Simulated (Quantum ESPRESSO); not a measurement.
**Band-structure run, with input and output: TiO₂ (part 2 of 3)**

Continued. System: TiO₂ (P4₂/mnm, 6 atoms in the cell). Method: Kohn-Sham DFT of a periodic cell, r2SCAN, SG15 PBE 1.2 (Quantum ESPRESSO 7.5); cutoff 1197.3 eV, 4×4×7 k-mesh, fermi-dirac of 0.05 eV. The structure derives from a Materials Project entry. The run did not end well. The run did not end well; see the last part.

Geometry of the input (Å; fractional positions):
```
4.5998  0.0000  0.0000
0.0000  4.5998  0.0000
0.0000  0.0000  2.9592
Ti 0.0000  0.0000  0.5000
Ti 0.5000  0.5000  0.0000
O  0.3043  0.3043  0.5000
O  0.1957  0.8043  0.0000
O  0.8043  0.1957  0.0000
O  0.6957  0.6957  0.5000
```

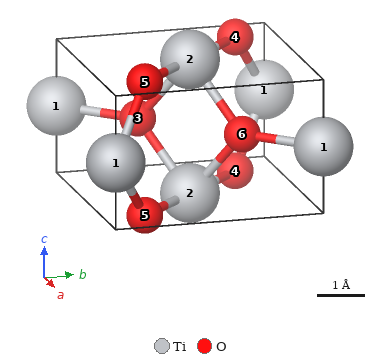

Fig. 1: The input geometry (ball-and-stick view of the cell of the calculation, seen slightly off an axis; atoms are numbered from 1 in the order of the input). An atom can appear more than once, as a periodic image.

The program's output, continued
```
        k(   47) = (  -0.4601704   0.0000000   0.6131095), wk =   0.0357143
        k(   48) = (  -0.4601704   0.2300852   0.0000000), wk =   0.0357143
        k(   49) = (  -0.4601704   0.2300852   0.2043698), wk =   0.0357143
        k(   50) = (  -0.4601704   0.2300852   0.4087396), wk =   0.0357143
        k(   51) = (  -0.4601704   0.2300852   0.6131095), wk =   0.0357143
        k(   52) = (  -0.4601704   0.2300852  -0.6131095), wk =   0.0357143
        k(   53) = (  -0.4601704   0.2300852  -0.4087396), wk =   0.0357143
        k(   54) = (  -0.4601704   0.2300852  -0.2043698), wk =   0.0357143
        k(   55) = (  -0.4601704  -0.4601704   0.0000000), wk =   0.0178571
        k(   56) = (  -0.4601704  -0.4601704   0.2043698), wk =   0.0357143
        k(   57) = (  -0.4601704  -0.4601704   0.4087396), wk =   0.0357143
        k(   58) = (  -0.4601704  -0.4601704   0.6131095), wk =   0.0357143

     Dense  grid:    47189 G-vectors     FFT dimensions: (  54,  54,  36)

     WARNING: libxc functional with ID  497 depends
      on external parameters: check the user_guide of
      QE if you need to modify them or to check their
      default values.

     WARNING: libxc functional with ID  498 depends
      on external parameters: check the user_guide of
      QE if you need to modify them or to check their
      default values.

     Initial potential from superposition of free atoms

     starting charge      47.7767, renormalised to      48.0000
     Starting wfcs are random

     Self-consistent Calculation

     iteration #  1     ecut=    88.00 Ry     beta= 0.50
     Davidson diagonalization with overlap
     ethr =  1.00E-02,  avg # of iterations = 13.1

     total energy              =    -358.59890415 Ry
     estimated scf accuracy    <      90.39598539 Ry

     iteration #  2     ecut=    88.00 Ry     beta= 0.50
     Davidson diagonalization with overlap
     ethr =  1.00E-02,  avg # of iterations =  2.8

     total energy              =    -358.57003192 Ry
     estimated scf accuracy    <      12.96623507 Ry

     iteration #  3     ecut=    88.00 Ry     beta= 0.50
     Davidson diagonalization with overlap
     ethr =  1.00E-02,  avg # of iterations =  2.0

     total energy              =    -359.33085553 Ry
     estimated scf accuracy    <      15.86227685 Ry

     iteration #  4     ecut=    88.00 Ry     beta= 0.50
     Davidson diagonalization with overlap
     ethr =  1.00E-02,  avg # of iterations =  1.2

     total energy              =    -359.47337204 Ry
     estimated scf accuracy    <       0.47512362 Ry

     iteration #  5     ecut=    88.00 Ry     beta= 0.50
     Davidson diagonalization with overlap
     ethr =  9.90E-04,  avg # of iterations =  1.7

     total energy              =    -359.47555441 Ry
     estimated scf accuracy    <       0.05112090 Ry

     iteration #  6     ecut=    88.00 Ry     beta= 0.50
     Davidson diagonalization with overlap
     ethr =  1.07E-04,  avg # of iterations =  6.0

     total energy              =    -359.48065173 Ry
     estimated scf accuracy    <       0.19843504 Ry

     iteration #  7     ecut=    88.00 Ry     beta= 0.50
     Davidson diagonalization with overlap
     ethr =  1.07E-04,  avg # of iterations =  1.4

     total energy              =    -359.48603481 Ry
     estimated scf accuracy    <       0.00494664 Ry

     iteration #  8     ecut=    88.00 Ry     beta= 0.50
     Davidson diagonalization with overlap
     ethr =  1.03E-05,  avg # of iterations =  4.6

     total energy              =    -359.48658733 Ry
     estimated scf accuracy    <       0.00740432 Ry

     iteration #  9     ecut=    88.00 Ry     beta= 0.50
     Davidson diagonalization with overlap
     ethr =  1.03E-05,  avg # of iterations =  1.0

     total energy              =    -359.48642729 Ry
     estimated scf accuracy    <       0.00507821 Ry

     iteration # 10     ecut=    88.00 Ry     beta= 0.50
     Davidson diagonalization with overlap
     ethr =  1.03E-05,  avg # of iterations =  1.0

     total energy              =    -359.48645770 Ry
     estimated scf accuracy    <       0.00068473 Ry

     iteration # 11     ecut=    88.00 Ry     beta= 0.50
     Davidson diagonalization with overlap
     ethr =  1.43E-06,  avg # of iterations =  1.6

     total energy              =    -359.48646777 Ry
     estimated scf accuracy    <       0.00006571 Ry

     iteration # 12     ecut=    88.00 Ry     beta= 0.50
     Davidson diagonalization with overlap
     ethr =  1.37E-07,  avg # of iterations =  4.5

     total energy              =    -359.48647725 Ry
     estimated scf accuracy    <       0.00004259 Ry

     iteration # 13     ecut=    88.00 Ry     beta= 0.50
     Davidson diagonalization with overlap
     ethr =  8.87E-08,  avg # of iterations =  1.0

     total energy              =    -359.48647749 Ry
     estimated scf accuracy    <       0.00000641 Ry

     iteration # 14     ecut=    88.00 Ry     beta= 0.50
     Davidson diagonalization with overlap
     ethr =  1.34E-08,  avg # of iterations =  1.0

     total energy              =    -359.48647756 Ry
     estimated scf accuracy    <       0.00000065 Ry

     iteration # 15     ecut=    88.00 Ry     beta= 0.50
     Davidson diagonalization with overlap
     ethr =  1.36E-09,  avg # of iterations =  3.7

     total energy              =    -359.48647761 Ry
     estimated scf accuracy    <       0.00000025 Ry

     iteration # 16     ecut=    88.00 Ry     beta= 0.50
     Davidson diagonalization with overlap
     ethr =  5.27E-10,  avg # of iterations =  1.1

     total energy              =    -359.48647761 Ry
     estimated scf accuracy    <       0.00000007 Ry

     iteration # 17     ecut=    88.00 Ry     beta= 0.50
     Davidson diagonalization with overlap
     ethr =  1.55E-10,  avg # of iterations =  1.2

     End of self-consistent calculation

          k = 0.0000 0.0000 0.0000 (  5885 PWs)   bands (ev):

   -50.6685 -50.6519 -25.7485 -25.7485 -25.5755 -25.5755 -25.5259 -25.4920
   -10.5107  -9.3709  -8.6352  -8.6352   2.9999   3.4390   3.9332   5.0052
     5.0052   6.2643   6.2643   6.8321   8.1605   8.4367   8.4367   8.9428
    11.2870  11.5617  11.8370  11.9579  11.9579  13.8527  14.0599  16.1524
    16.1524

          k = 0.0000 0.0000 0.2044 (  5897 PWs)   bands (ev):

   -50.6604 -50.6454 -25.7252 -25.7252 -25.6110 -25.5817 -25.5720 -25.5720
   -10.3031  -9.2552  -8.7332  -8.7332   3.2919   3.6560   4.1727   4.7983
     4.7983   6.2535   6.6587   6.6587   7.3861   8.0550   8.0550   8.8178
    11.7240  11.7374  11.7499  12.1862  12.1862  13.8882  14.1531  15.8552
    15.8552

          k = 0.0000 0.0000 0.4087 (  5845 PWs)   bands (ev):

   -50.6418 -50.6313 -25.7973 -25.7787 -25.6694 -25.6694 -25.5669 -25.5669
    -9.7929  -9.0314  -8.9522  -8.9521   3.9870   4.1331   4.7337   4.7337
     4.8654   5.2436   6.0831   7.1311   7.1311   7.2107   7.2107   8.2493
    11.6960  12.0623  12.4312  12.6768  12.6768  13.4089  14.6834  15.5325
    15.5326

          k = 0.0000 0.0000 0.6131 (  5864 PWs)   bands (ev):

   -50.6252 -50.6215 -25.9404 -25.9342 -25.6137 -25.6137 -25.5733 -25.5733
    -9.2546  -9.1265  -9.1265  -8.9708   4.3126   4.3408   4.9964   5.0413
     5.0413   5.3129   5.9241   6.2517   6.2517   7.1637   7.4179   7.4179
    12.0845  12.4557  12.7407  12.7678  13.0434  13.0434  14.9457  15.1990
    15.5149

          k = 0.0000 0.2301 0.0000 (  5868 PWs)   bands (ev):

   -50.6660 -50.6543 -25.7284 -25.7269 -25.5993 -25.5977 -25.5209 -25.4970
   -10.2976  -9.3970  -8.8157  -8.7148   3.3767   3.6778   4.3516   5.0274
     5.0407   5.9316   6.1406   6.8932   7.4526   7.8096   8.0787   8.6966
    11.5723  11.8842  12.1828  12.2376  12.2480  13.7382  14.3472  15.9522
    15.9883

          k = 0.0000 0.2301 0.2044 (  5906 PWs)   bands (ev):

   -50.6582 -50.6476 -25.7097 -25.7054 -25.6131 -25.6125 -25.5827 -25.5668
   -10.1085  -9.2617  -8.9102  -8.8004   3.6290   3.9113   4.3822   4.7631
     5.0854   6.0802   6.2410   6.6228   6.8341   7.7295   7.9253   8.5955
    11.8452  12.0328  12.1039  12.2588  12.5152  13.6047  14.5459  15.4768
    15.7015

          k = 0.0000 0.2301 0.4087 (  5886 PWs)   bands (ev):

   -50.6402 -50.6328 -25.8041 -25.7897 -25.6528 -25.6481 -25.5794 -25.5760
    -9.6774  -9.1261  -8.9770  -8.9643   4.1177   4.4026   4.4565   4.6430
     5.2793   5.4554   5.6064   6.7629   6.7902   7.3785   7.4929   8.2844
    11.5719  12.3452  12.4068  12.5472  12.9076  13.3220  14.7444  14.8551
    15.6539

          k = 0.0000 0.2301 0.6131 (  5871 PWs)   bands (ev):

   -50.6247 -50.6220 -25.9462 -25.9417 -25.6056 -25.6029 -25.5775 -25.5750
    -9.4024  -9.3126  -8.9284  -8.8164   4.0883   4.2048   4.5397   4.7892
     5.2921   5.6718   6.0279   6.4928   6.6998   7.1705   7.3122   7.6127
    11.6623  12.1109  12.5595  12.7573  13.2145  13.2585  14.5789  14.6778
    16.0557

          k = 0.0000 0.2301-0.6131 (  5871 PWs)   bands (ev):

   -50.6247 -50.6220 -25.9462 -25.9417 -25.6056 -25.6029 -25.5775 -25.5750
    -9.4024  -9.3126  -8.9284  -8.8164   4.0883   4.2048   4.5397   4.7892
     5.2921   5.6718   6.0279   6.4928   6.6998   7.1705   7.3122   7.6127
    11.6623  12.1109  12.5595  12.7573  13.2145  13.2585  14.5789  14.6778
    16.0557

          k = 0.0000 0.2301-0.4087 (  5886 PWs)   bands (ev):

   -50.6402 -50.6328 -25.8041 -25.7897 -25.6528 -25.6481 -25.5794 -25.5760
    -9.6774  -9.1261  -8.9770  -8.9643   4.1177   4.4026   4.4565   4.6430
     5.2793   5.4554   5.6064   6.7629   6.7902   7.3785   7.4929   8.2844
    11.5719  12.3452  12.4068  12.5472  12.9076  13.3220  14.7444  14.8551
    15.6539

          k = 0.0000 0.2301-0.2044 (  5906 PWs)   bands (ev):

   -50.6582 -50.6476 -25.7097 -25.7054 -25.6131 -25.6125 -25.5827 -25.5668
   -10.1085  -9.2617  -8.9102  -8.8004   3.6290   3.9113   4.3822   4.7631
     5.0854   6.0802   6.2410   6.6228   6.8341   7.7295   7.9253   8.5955
    11.8452  12.0328  12.1039  12.2588  12.5152  13.6047  14.5459  15.4768
    15.7015

          k = 0.0000-0.4602 0.0000 (  5922 PWs)   bands (ev):

   -50.6601 -50.6601 -25.6937 -25.6936 -25.6345 -25.6345 -25.5089 -25.5089
    -9.7785  -9.7785  -8.8697  -8.8697   3.8869   3.8869   5.0627   5.0627
     5.6278   5.6278   5.7632   5.7632   7.2193   7.2193   8.1645   8.1645
    11.9417  11.9417  12.4785  12.4785  13.0111  13.0111  15.6187  15.6188
    15.7708

          k = 0.0000-0.4602 0.2044 (  5896 PWs)   bands (ev):

   -50.6529 -50.6529 -25.6747 -25.6747 -25.6455 -25.6455 -25.5766 -25.5766
    -9.6277  -9.6277  -8.9402  -8.9402   4.1378   4.1378   4.7311   4.7311
     5.5989   5.5989   6.1123   6.1123   6.7280   6.7280   8.2267   8.2267
    12.1176  12.1176  12.4913  12.4913  13.0072  13.0072  15.1057  15.1057
    15.9327

          k = 0.0000-0.4602 0.4087 (  5882 PWs)   bands (ev):

   -50.6365 -50.6365 -25.8047 -25.8047 -25.6234 -25.6234 -25.5978 -25.5978
    -9.3988  -9.3988  -8.9817  -8.9817   4.4617   4.4617   4.5636   4.5636
     5.1679   5.1679   6.1266   6.1266   6.9805   6.9805   7.9869   7.9869
    11.8694  11.8694  12.6740  12.6740  13.1554  13.1554  14.5166  14.5166
    16.2816

          k = 0.0000-0.4602 0.6131 (  5858 PWs)   bands (ev):

   -50.6233 -50.6233 -25.9504 -25.9504 -25.5910 -25.5910 -25.5832 -25.5831
    -9.4462  -9.4462  -8.7743  -8.7743   3.8698   3.8698   4.7358   4.7358
     5.5197   5.5197   6.2887   6.2887   6.9808   6.9808   7.8301   7.8301
    11.4170  11.4170  12.7044  12.7044  13.3254  13.3254  14.4089  14.4089
    16.6389

          k = 0.2301 0.0000 0.0000 (  5868 PWs)   bands (ev):

   -50.6660 -50.6543 -25.7284 -25.7269 -25.5993 -25.5977 -25.5209 -25.4970
   -10.2976  -9.3970  -8.8157  -8.7148   3.3767   3.6778   4.3516   5.0274
     5.0407   5.9316   6.1406   6.8932   7.4526   7.8096   8.0787   8.6966
    11.5723  11.8842  12.1828  12.2376  12.2480  13.7382  14.3472  15.9522
    15.9883

          k = 0.2301 0.0000 0.2044 (  5906 PWs)   bands (ev):

   -50.6582 -50.6476 -25.7097 -25.7054 -25.6131 -25.6125 -25.5827 -25.5668
   -10.1085  -9.2617  -8.9102  -8.8004   3.6290   3.9113   4.3822   4.7631
     5.0854   6.0802   6.2410   6.6228   6.8341   7.7295   7.9253   8.5955
    11.8452  12.0328  12.1039  12.2588  12.5152  13.6047  14.5459  15.4768
    15.7015

          k = 0.2301 0.0000 0.4087 (  5886 PWs)   bands (ev):

   -50.6402 -50.6328 -25.8041 -25.7897 -25.6528 -25.6481 -25.5794 -25.5760
    -9.6774  -9.1261  -8.9770  -8.9643   4.1177   4.4026   4.4565   4.6430
     5.2793   5.4554   5.6064   6.7629   6.7902   7.3785   7.4929   8.2844
    11.5719  12.3452  12.4068  12.5472  12.9076  13.3220  14.7444  14.8551
    15.6539

          k = 0.2301 0.0000 0.6131 (  5871 PWs)   bands (ev):

   -50.6247 -50.6220 -25.9462 -25.9417 -25.6056 -25.6029 -25.5775 -25.5750
    -9.4024  -9.3126  -8.9284  -8.8164   4.0883   4.2048   4.5397   4.7892
     5.2921   5.6718   6.0279   6.4928   6.6998   7.1705   7.3122   7.6127
    11.6623  12.1109  12.5595  12.7573  13.2145  13.2585  14.5789  14.6778
    16.0557

          k = 0.2301 0.0000-0.6131 (  5871 PWs)   bands (ev):

   -50.6247 -50.6220 -25.9462 -25.9417 -25.6056 -25.6029 -25.5775 -25.5750
    -9.4024  -9.3126  -8.9284  -8.8164   4.0883   4.2048   4.5397   4.7892
     5.2921   5.6718   6.0279   6.4928   6.6998   7.1705   7.3122   7.6127
    11.6623  12.1109  12.5595  12.7573  13.2145  13.2585  14.5789  14.6778
    16.0557

          k = 0.2301 0.0000-0.4087 (  5886 PWs)   bands (ev):

   -50.6402 -50.6328 -25.8041 -25.7897 -25.6528 -25.6481 -25.5794 -25.5760
    -9.6774  -9.1261  -8.9770  -8.9643   4.1177   4.4026   4.4565   4.6430
     5.2793   5.4554   5.6064   6.7629   6.7902   7.3785   7.4929   8.2844
    11.5719  12.3452  12.4068  12.5472  12.9076  13.3220  14.7444  14.8551
    15.6539

          k = 0.2301 0.0000-0.2044 (  5906 PWs)   bands (ev):

   -50.6582 -50.6476 -25.7097 -25.7054 -25.6131 -25.6125 -25.5827 -25.5668
   -10.1085  -9.2617  -8.9102  -8.8004   3.6290   3.9113   4.3822   4.7631
     5.0854   6.0802   6.2410   6.6228   6.8341   7.7295   7.9253   8.5955
    11.8452  12.0328  12.1039  12.2588  12.5152  13.6047  14.5459  15.4768
    15.7015

          k = 0.2301 0.2301 0.0000 (  5912 PWs)   bands (ev):

   -50.6643 -50.6560 -25.7544 -25.6940 -25.6341 -25.5719 -25.5174 -25.5004
   -10.1618  -9.4895  -8.8981  -8.6965   3.2182   3.9570   4.6678   4.9695
     5.0631   5.7526   6.4202   7.0120   7.1375   7.7183   7.7855   8.5036
    11.3538  11.9690  11.9801  12.4830  12.5753  13.5978  14.6053  15.7690
    16.1467

          k = 0.2301 0.2301 0.2044 (  5888 PWs)   bands (ev):

   -50.6566 -50.6491 -25.7307 -25.6743 -25.6470 -25.5964 -25.5752 -25.5686
    -9.9809  -9.3457  -8.9786  -8.7908   3.4561   4.2172   4.3936   4.7409
     5.2928   5.9699   6.3002   6.7243   6.8055   7.6970   7.7510   8.2759
    11.6827  11.9188  12.1882  12.5817  12.6238  13.4431  14.7560  15.2995
    15.8572

          k = 0.2301 0.2301 0.4087 (  5887 PWs)   bands (ev):

   -50.6391 -50.6339 -25.8043 -25.7883 -25.6736 -25.6230 -25.5979 -25.5647
    -9.5827  -9.1740  -9.0023  -8.9882   3.9967   4.2551   4.4576   4.7192
     5.0669   5.7864   5.9113   6.4639   7.0410   7.2061   7.6362   8.2490
    11.6156  12.2019  12.4619  12.7052  12.7814  13.2434  14.4667  15.3479
    15.5221

          k = 0.2301 0.2301 0.6131 (  5889 PWs)   bands (ev):

   -50.6243 -50.6224 -25.9494 -25.9380 -25.6157 -25.5899 -25.5841 -25.5731
    -9.4552  -9.1714  -9.0633  -8.7615   3.8814   4.4071   4.4727   4.6372
     4.8116   6.0289   6.1698   6.2730   6.8428   7.4093   7.4663   7.8903
    11.5030  12.3005  12.5752  12.6333  12.7948  13.4189  14.3251  15.3985
    15.5039

          k = 0.2301 0.2301-0.6131 (  5889 PWs)   bands (ev):

   -50.6243 -50.6224 -25.9494 -25.9380 -25.6157 -25.5899 -25.5841 -25.5731
    -9.4552  -9.1714  -9.0633  -8.7615   3.8814   4.4071   4.4727   4.6372
     4.8116   6.0289   6.1698   6.2730   6.8428   7.4093   7.4663   7.8903
    11.5030  12.3005  12.5752  12.6333  12.7948  13.4189  14.3251  15.3985
    15.5039

          k = 0.2301 0.2301-0.4087 (  5887 PWs)   bands (ev):
```
